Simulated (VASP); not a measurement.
## Run report: Cu, geometry relaxation (part 1 of 5)

Cu (slab, 16 atoms in the cell), computed with Kohn-Sham DFT of a periodic cell, RPBE, VASP PAW PBE potentials, recommended, no spin polarisation (VASP 6.6.1).

The structure derives from an entry of the Crystallography Open Database.

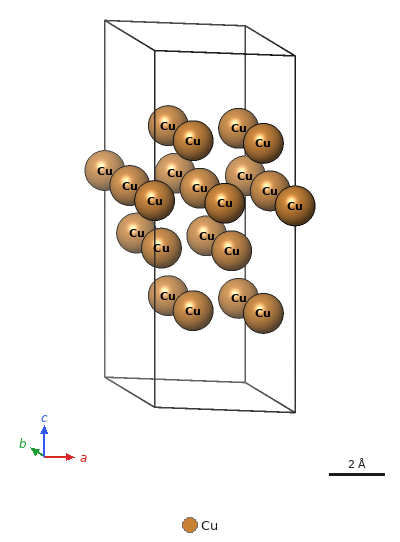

**Figure 1.** The structure as given in the input (spheres-only view of the cell of the calculation, with the vacuum cut short, seen slightly off an axis). An atom can appear more than once, as a periodic image.

## INCAR
```
SYSTEM = Cu
ALGO = Normal
DIPOL = 0.5 0.5 0.500
EDIFF = 1E-6
EDIFFG = -0.03
ENCUT = 450
GGA = RP
IBRION = 2
IDIPOL = 3
ISIF = 2
ISMEAR = 1
KPAR = 4
LASPH = .True.
LCHARG = .False.
LDIPOL = .True.
LREAL = Auto
LWAVE = .False.
NELM = 80
NSW = 90
PREC = Normal
SIGMA = 0.1
```

## KPOINTS
```
k-points
0
Gamma
  6 6 1
  0 0 0
```

## POSCAR
```
Cu
1.0
    5.2049168500      0.0000000000      0.0000000000
   -2.6024584200      4.5075902200      0.0000000000
    0.0000000000      0.0000000000     23.3746952200
Cu
16
Selective dynamics
Direct
    0.3333333300      0.1666666700      0.3636411100  F F F
    0.3333333300      0.6666666700      0.3636411100  F F F
    0.8333333300      0.1666666700      0.3636411100  F F F
    0.8333333300      0.6666666700      0.3636411100  F F F
    0.6666666700      0.3333333300      0.4545470400  F F F
    0.6666666700      0.8333333300      0.4545470400  F F F
    0.1666666700      0.3333333300      0.4545470400  F F F
    0.1666666700      0.8333333300      0.4545470400  F F F
    0.0000000000      0.5000000000      0.5454529600  T T T
    0.0000000000      0.0000000000      0.5454529600  T T T
    0.5000000000      0.5000000000      0.5454529600  T T T
    0.5000000000      0.0000000000      0.5454529600  T T T
    0.3333333300      0.6666666700      0.6363588900  T T T
    0.3333333300      0.1666666700      0.6363588900  T T T
    0.8333333300      0.6666666700      0.6363588900  T T T
    0.8333333300      0.1666666700      0.6363588900  T T T
```

Command:
```bash
cat potpaw_PBE.64/Cu/POTCAR > POTCAR
mpirun -np 4 vasp_std > vasp.out
```

## OSZICAR
```
N       E                     dE             d eps       ncg     rms          rms(c)
DAV:   1     0.156510561338E+04    0.15651E+04   -0.68939E+04  1470   0.187E+03
DAV:   2     0.130027782878E+03   -0.14351E+04   -0.13891E+04  1470   0.423E+02
DAV:   3    -0.504881084833E+02   -0.18052E+03   -0.16544E+03  1524   0.202E+02
DAV:   4    -0.596116566716E+02   -0.91235E+01   -0.89275E+01  1601   0.614E+01
DAV:   5    -0.598776266835E+02   -0.26597E+00   -0.26505E+00  1876   0.824E+00    0.275E+01
DAV:   6    -0.548324719004E+02    0.50452E+01   -0.14660E+02  1644   0.120E+02    0.160E+01
DAV:   7    -0.489066031873E+02    0.59259E+01   -0.27804E+01  1688   0.545E+01    0.206E+00
DAV:   8    -0.490616432697E+02   -0.15504E+00   -0.32800E+00  1748   0.342E+01    0.363E+00
DAV:   9    -0.489858322000E+02    0.75811E-01   -0.67620E-01  1971   0.179E+01    0.246E+00
DAV:  10    -0.489245990968E+02    0.61233E-01   -0.11605E-01  2012   0.413E+00    0.181E+00
DAV:  11    -0.488974062595E+02    0.27193E-01   -0.96979E-02  1811   0.108E+01    0.115E+00
DAV:  12    -0.488747797636E+02    0.22626E-01   -0.15941E-01  1890   0.963E+00    0.406E-01
DAV:  13    -0.488742694397E+02    0.51032E-03   -0.59307E-02  1835   0.345E+00    0.375E-01
DAV:  14    -0.488704096668E+02    0.38598E-02   -0.13478E-02  1660   0.217E+00    0.736E-02
DAV:  15    -0.488699901818E+02    0.41948E-03   -0.28167E-03  1866   0.614E-01    0.977E-02
DAV:  16    -0.488695217853E+02    0.46840E-03   -0.16855E-03  1612   0.740E-01    0.621E-02
DAV:  17    -0.488692603880E+02    0.26140E-03   -0.57947E-04  2199   0.514E-01    0.555E-02
DAV:  18    -0.488695467119E+02   -0.28632E-03   -0.72465E-04  1562   0.544E-01    0.373E-02
DAV:  19    -0.488700642557E+02   -0.51754E-03   -0.16812E-04  1771   0.938E-02    0.310E-02
DAV:  20    -0.488701157658E+02   -0.51510E-04   -0.86730E-05  1682   0.181E-01    0.788E-03
DAV:  21    -0.488702225580E+02   -0.10679E-03   -0.54384E-05  1621   0.855E-02    0.164E-02
DAV:  22    -0.488702441314E+02   -0.21573E-04   -0.28635E-05  1574   0.839E-02    0.305E-03
DAV:  23    -0.488702608859E+02   -0.16755E-04   -0.37352E-06  1166   0.283E-02    0.235E-03
DAV:  24    -0.488702656087E+02   -0.47227E-05   -0.14134E-06   903   0.168E-02    0.126E-03
DAV:  25    -0.488702752704E+02   -0.96617E-05   -0.98453E-07   916   0.119E-02    0.222E-03
DAV:  26    -0.488702793010E+02   -0.40306E-05   -0.53472E-07   909   0.789E-03    0.727E-04
DAV:  27    -0.488702834706E+02   -0.41696E-05   -0.29431E-07   888   0.571E-03    0.102E-03
DAV:  28    -0.488702844348E+02   -0.96420E-06   -0.14134E-07   895   0.591E-03
   1 F= -.48870284E+02 E0= -.48866236E+02  d E =-.488703E+02
       N       E                     dE             d eps       ncg     rms          rms(c)
DAV:   1    -0.488715365825E+02   -0.12531E-02   -0.64135E-01  1529   0.260E+00    0.489E-02
DAV:   2    -0.488725363509E+02   -0.99977E-03   -0.10096E-02  2158   0.871E-01    0.728E-02
DAV:   3    -0.488725345909E+02    0.17600E-05   -0.67634E-04  1597   0.788E-01    0.490E-02
DAV:   4    -0.488725161890E+02    0.18402E-04   -0.17376E-04  1719   0.418E-01    0.395E-02
DAV:   5    -0.488725137647E+02    0.24243E-05   -0.72725E-05  1978   0.228E-01    0.348E-02
DAV:   6    -0.488725061096E+02    0.76551E-05   -0.12667E-04  2156   0.107E-01    0.135E-02
DAV:   7    -0.488725032782E+02    0.28314E-05   -0.11955E-05  1579   0.103E-01    0.734E-03
DAV:   8    -0.488725024981E+02    0.78005E-06   -0.65784E-06  1652   0.452E-02
   2 F= -.48872502E+02 E0= -.48868633E+02  d E =-.221806E-02
       N       E                     dE             d eps       ncg     rms          rms(c)
DAV:   1    -0.488686483588E+02    0.38549E-02   -0.57776E+00  1529   0.783E+00    0.183E-01
DAV:   2    -0.488789937148E+02   -0.10345E-01   -0.10483E-01  2192   0.354E+00    0.285E-01
DAV:   3    -0.488785387263E+02    0.45499E-03   -0.66781E-03  1671   0.316E+00    0.159E-01
DAV:   4    -0.488781556988E+02    0.38303E-03   -0.22371E-03  1824   0.163E+00    0.132E-01
DAV:   5    -0.488781317962E+02    0.23903E-04   -0.11824E-03  1620   0.661E-01    0.111E-01
DAV:   6    -0.488780172819E+02    0.11451E-03   -0.85693E-04  2216   0.515E-01    0.476E-02
DAV:   7    -0.488779840921E+02    0.33190E-04   -0.37567E-04  2054   0.579E-01    0.208E-02
DAV:   8    -0.488779838568E+02    0.23528E-06   -0.78194E-05  2292   0.223E-01    0.124E-02
DAV:   9    -0.488779823407E+02    0.15161E-05   -0.27815E-05  1626   0.110E-01    0.100E-02
DAV:  10    -0.488779808834E+02    0.14573E-05   -0.14507E-05  1617   0.552E-02    0.289E-03
DAV:  11    -0.488779811917E+02   -0.30829E-06   -0.21959E-06   980   0.170E-02
   3 F= -.48877981E+02 E0= -.48874664E+02  d E =-.769676E-02
       N       E                     dE             d eps       ncg     rms          rms(c)
DAV:   1    -0.488419208596E+02    0.36060E-01   -0.23240E+01  1530   0.159E+01    0.408E-01
DAV:   2    -0.488900860258E+02   -0.48165E-01   -0.48446E-01  2322   0.827E+00    0.642E-01
DAV:   3    -0.488866447146E+02    0.34413E-02   -0.25892E-02  2274   0.702E+00    0.343E-01
DAV:   4    -0.488840354979E+02    0.26092E-02   -0.65231E-03  2009   0.339E+00    0.284E-01
DAV:   5    -0.488838687626E+02    0.16674E-03   -0.47379E-03  1646   0.121E+00    0.235E-01
DAV:   6    -0.488832577549E+02    0.61101E-03   -0.27569E-03  1928   0.986E-01    0.117E-01
DAV:   7    -0.488830837804E+02    0.17397E-03   -0.23626E-03  2223   0.110E+00    0.600E-02
DAV:   8    -0.488830409413E+02    0.42839E-04   -0.34165E-04  1820   0.611E-01    0.311E-02
DAV:   9    -0.488830447486E+02   -0.38074E-05   -0.24491E-04  1578   0.322E-01    0.257E-02
DAV:  10    -0.488830375613E+02    0.71873E-05   -0.60981E-05  1578   0.885E-02    0.995E-03
DAV:  11    -0.488830367725E+02    0.78889E-06   -0.60969E-06  1716   0.664E-02
   4 F= -.48883037E+02 E0= -.48880974E+02  d E =-.127523E-01
       N       E                     dE             d eps       ncg     rms          rms(c)
DAV:   1    -0.488827193104E+02    0.31825E-03   -0.19344E+00  1540   0.463E+00    0.788E-02
DAV:   2    -0.488860692970E+02   -0.33500E-02   -0.32539E-02  2200   0.161E+00    0.128E-01
DAV:   3    -0.488859738536E+02    0.95443E-04   -0.21465E-03  1738   0.153E+00    0.868E-02
DAV:   4    -0.488859229419E+02    0.50912E-04   -0.59394E-04  1658   0.667E-01    0.704E-02
DAV:   5    -0.488859100441E+02    0.12898E-04   -0.29550E-04  1800   0.344E-01    0.641E-02
DAV:   6    -0.488858617025E+02    0.48342E-04   -0.48145E-04  2129   0.331E-01    0.212E-02
DAV:   7    -0.488858556012E+02    0.61013E-05   -0.51110E-05  2393   0.168E-01    0.191E-02
DAV:   8    -0.488858515288E+02    0.40724E-05   -0.42061E-05  1562   0.129E-01    0.631E-03
DAV:   9    -0.488858509277E+02    0.60111E-06   -0.79497E-06  1554   0.591E-02
   5 F= -.48885851E+02 E0= -.48884065E+02  d E =-.281416E-02
       N       E                     dE             d eps       ncg     rms          rms(c)
DAV:   1    -0.488833830958E+02    0.24684E-02   -0.29819E+00  1539   0.574E+00    0.102E-01
DAV:   2    -0.488886251201E+02   -0.52420E-02   -0.50514E-02  2240   0.213E+00    0.166E-01
DAV:   3    -0.488884282301E+02    0.19689E-03   -0.35061E-03  1802   0.205E+00    0.109E-01
DAV:   4    -0.488883330601E+02    0.95170E-04   -0.98866E-04  1650   0.867E-01    0.873E-02
DAV:   5    -0.488883183036E+02    0.14756E-04   -0.53747E-04  1672   0.429E-01    0.790E-02
DAV:   6    -0.488882432653E+02    0.75038E-04   -0.76970E-04  1993   0.440E-01    0.296E-02
DAV:   7    -0.488882392820E+02    0.39833E-05   -0.99488E-05  2273   0.199E-01    0.264E-02
DAV:   8    -0.488882315004E+02    0.77816E-05   -0.85434E-05  1545   0.206E-01    0.804E-03
DAV:   9    -0.488882298542E+02    0.16462E-05   -0.11426E-05  1762   0.770E-02    0.492E-03
DAV:  10    -0.488882307315E+02   -0.87732E-06   -0.93569E-06  1513   0.594E-02
   6 F= -.48888231E+02 E0= -.48886771E+02  d E =-.519396E-02
       N       E                     dE             d eps       ncg     rms          rms(c)
DAV:   1    -0.488688843307E+02    0.19346E-01   -0.11947E+01  1539   0.116E+01    0.230E-01
DAV:   2    -0.488914680408E+02   -0.22584E-01   -0.21849E-01  2306   0.486E+00    0.379E-01
DAV:   3    -0.488901361985E+02    0.13318E-02   -0.13313E-02  1938   0.460E+00    0.225E-01
DAV:   4    -0.488894025974E+02    0.73360E-03   -0.36188E-03  1825   0.196E+00    0.188E-01
DAV:   5    -0.488892960235E+02    0.10657E-03   -0.30044E-03  1576   0.930E-01    0.158E-01
DAV:   6    -0.488889436337E+02    0.35239E-03   -0.26114E-03  2042   0.962E-01    0.654E-02
DAV:   7    -0.488889375968E+02    0.60369E-05   -0.74983E-04  1800   0.629E-01    0.395E-02
DAV:   8    -0.488889191889E+02    0.18408E-04   -0.22635E-04  1602   0.398E-01    0.158E-02
DAV:   9    -0.488889233301E+02   -0.41412E-05   -0.92751E-05  1612   0.116E-01    0.122E-02
DAV:  10    -0.488889211267E+02    0.22034E-05   -0.85123E-06  1590   0.624E-02    0.806E-03
DAV:  11    -0.488889216162E+02   -0.48960E-06   -0.11204E-05  1569   0.662E-02    0.228E-03
DAV:  12    -0.488889221381E+02   -0.52184E-06   -0.10796E-06   901   0.226E-02
   7 F= -.48888922E+02 E0= -.48888128E+02  d E =-.588537E-02
       N       E                     dE             d eps       ncg     rms          rms(c)
DAV:   1    -0.488858498374E+02    0.30718E-02   -0.21234E+00  1531   0.485E+00    0.818E-02
DAV:   2    -0.488895479048E+02   -0.36981E-02   -0.36886E-02  2152   0.136E+00    0.121E-01
DAV:   3    -0.488895099518E+02    0.37953E-04   -0.21470E-03  1616   0.136E+00    0.105E-01
DAV:   4    -0.488894284250E+02    0.81527E-04   -0.42616E-04  1626   0.778E-01    0.750E-02
DAV:   5    -0.488893973226E+02    0.31102E-04   -0.26769E-04  2250   0.328E-01    0.681E-02
DAV:   6    -0.488893426385E+02    0.54684E-04   -0.17793E-04  2449   0.409E-01    0.388E-02
DAV:   7    -0.488893155407E+02    0.27098E-04   -0.14393E-04  2546   0.300E-01    0.170E-02
DAV:   8    -0.488893145151E+02    0.10256E-05   -0.35883E-05  1962   0.123E-01    0.922E-03
DAV:   9    -0.488893141411E+02    0.37399E-06   -0.10663E-05  1795   0.324E-02    0.516E-03
DAV:  10    -0.488893141691E+02   -0.28016E-07   -0.31871E-06  1156   0.225E-02
   8 F= -.48889314E+02 E0= -.48888240E+02  d E =-.627740E-02
```

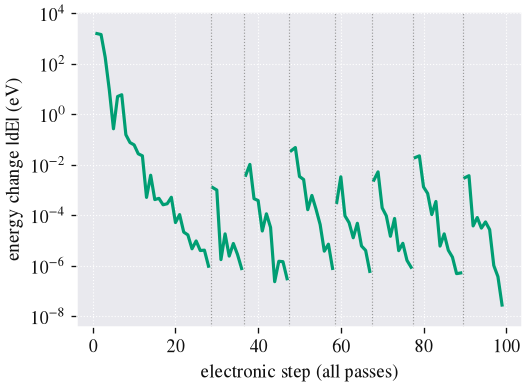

**Figure 2.** Convergence of the self-consistent field: energy change |dE| against the electronic step. Each stretch between dotted lines is the SCF of one geometry step of a relaxation. The 8 ionic steps take 8 to 28 electronic steps each. The density is held fixed in the first few steps, and dE rises again when its update begins.

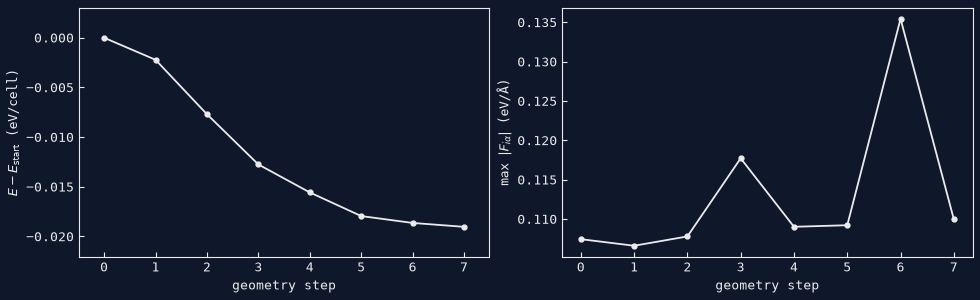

**Figure 3.** Progress of the relaxation, step by step (steps are counted from 0).

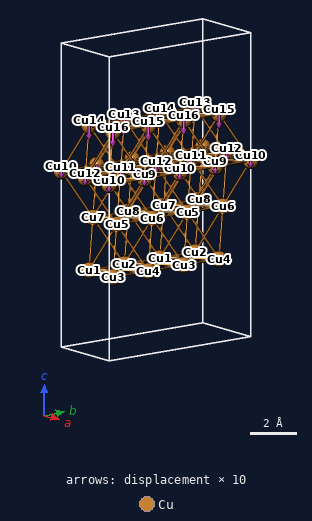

**Figure 4.** The starting structure with the displacements as pink arrows, magnified 10 times (ball-and-stick view of the 1 × 2 repeat of the cell, with the vacuum cut short, seen slightly off an axis). The largest moves, 0.072 Å, are those of Cu13, Cu14, Cu15 and Cu16. The cell stays as it was. Among the contacts that change: Cu5–Cu11 2.602 → 2.571 Å, Cu10–Cu14 2.602 → 2.575 Å. The energy falls by 19.0 meV per cell of the calculation in 7 geometry steps. The largest force component goes from 0.11 to 0.11 eV/Å. (Atoms are counted from 1 in the order of the input.)

## Parts of OUTCAR
```
SYSTEM = Cu
   EDIFF = 1E-6
   EDIFFG = -0.03
   ENCUT = 450
   GGA = RP
   IBRION = 2
   ISIF = 2
   ISMEAR = 1
   LASPH = .True.
   LREAL = Auto
   NELM = 80
   NSW = 90
   PREC = Normal

 ion  position               nearest neighbor table
   1  0.333  0.167  0.364-   7 2.60   3 2.60   3 2.60   2 2.60   2 2.60   4 2.60   4 2.60   5 2.60
                             8 2.60
   2  0.333  0.667  0.364-   8 2.60   4 2.60   4 2.60   1 2.60   1 2.60   3 2.60   3 2.60   6 2.60
                             7 2.60
   3  0.833  0.167  0.364-   5 2.60   1 2.60   1 2.60   4 2.60   4 2.60   2 2.60   2 2.60   7 2.60
                             6 2.60
   4  0.833  0.667  0.364-   6 2.60   2 2.60   2 2.60   3 2.60   3 2.60   1 2.60   1 2.60   8 2.60
                             5 2.60
   5  0.667  0.333  0.455-   9 2.60  12 2.60  11 2.60   3 2.60   7 2.60   7 2.60   6 2.60   6 2.60
                             8 2.60   8 2.60   1 2.60   4 2.60
   6  0.667  0.833  0.455-  10 2.60  11 2.60  12 2.60   4 2.60   8 2.60   8 2.60   5 2.60   5 2.60
                             7 2.60   7 2.60   2 2.60   3 2.60
   7  0.167  0.333  0.455-  11 2.60  10 2.60   9 2.60   1 2.60   5 2.60   5 2.60   8 2.60   8 2.60
                             6 2.60   6 2.60   3 2.60   2 2.60
   8  0.167  0.833  0.455-  12 2.60   9 2.60  10 2.60   2 2.60   6 2.60   6 2.60   7 2.60   7 2.60
                             5 2.60   5 2.60   4 2.60   1 2.60
   9  0.000  0.500  0.545-   5 2.60   8 2.60   7 2.60  13 2.60  16 2.60  11 2.60  11 2.60  10 2.60
                            10 2.60  12 2.60  12 2.60  15 2.60
  10  0.000  0.000  0.545-   6 2.60   7 2.60   8 2.60  14 2.60  15 2.60  12 2.60  12 2.60   9 2.60
                             9 2.60  11 2.60  11 2.60  16 2.60
  11  0.500  0.500  0.545-   7 2.60   6 2.60   5 2.60  15 2.60  14 2.60   9 2.60   9 2.60  12 2.60
                            12 2.60  10 2.60  10 2.60  13 2.60
  12  0.500  0.000  0.545-   8 2.60   5 2.60   6 2.60  16 2.60  13 2.60  10 2.60  10 2.60  11 2.60
                            11 2.60   9 2.60   9 2.60  14 2.60
  13  0.333  0.667  0.636-   9 2.60  12 2.60  15 2.60  15 2.60  14 2.60  14 2.60  16 2.60  16 2.60
                            11 2.60
  14  0.333  0.167  0.636-  10 2.60  11 2.60  16 2.60  16 2.60  13 2.60  13 2.60  15 2.60  15 2.60
                            12 2.60
  15  0.833  0.667  0.636-  11 2.60  10 2.60  13 2.60  13 2.60  16 2.60  16 2.60  14 2.60  14 2.60
                             9 2.60
  16  0.833  0.167  0.636-  12 2.60   9 2.60  14 2.60  14 2.60  15 2.60  15 2.60  13 2.60  13 2.60
                            10 2.60

  LATTYP: Found a hexagonal cell.
 ALAT       =     5.2049168500
 C/A-ratio  =     4.4908873463

  Lattice vectors:

 A1 = (   5.2049168500,   0.0000000000,   0.0000000000)
 A2 = (  -2.6024584200,   4.5075902200,   0.0000000000)
 A3 = (   0.0000000000,   0.0000000000,  23.3746952200)

Analysis of symmetry for initial positions (statically):
=====================================================================
 Subroutine PRICEL returns following result:

  LATTYP: Found a hexagonal cell.
 ALAT       =     2.6024584250
 C/A-ratio  =     8.9817746925

  Lattice vectors:

 A1 = (   2.6024584250,   0.0000000000,   0.0000000000)
 A2 = (  -1.3012292100,   2.2537951100,   0.0000000000)
 A3 = (   0.0000000000,   0.0000000000,  23.3746952200)

   4 primitive cells build up your supercell.

 Routine SETGRP: Setting up the symmetry group for a
 hexagonal supercell.

 Subroutine GETGRP returns: Found 12 space group operations
 (whereof  6 operations were pure point group operations)
 out of a pool of 24 trial point group operations.

The static configuration has the point symmetry C_3v.
 The point group associated with its full space group is D_3d.

Analysis of symmetry for dynamics (positions and initial velocities):
=====================================================================
 Subroutine PRICEL returns following result:

  LATTYP: Found a hexagonal cell.
 ALAT       =     2.6024584250
 C/A-ratio  =     8.9817746925

  Lattice vectors:

 A1 = (   2.6024584250,   0.0000000000,   0.0000000000)
 A2 = (  -1.3012292100,   2.2537951100,   0.0000000000)
 A3 = (   0.0000000000,   0.0000000000,  23.3746952200)
```
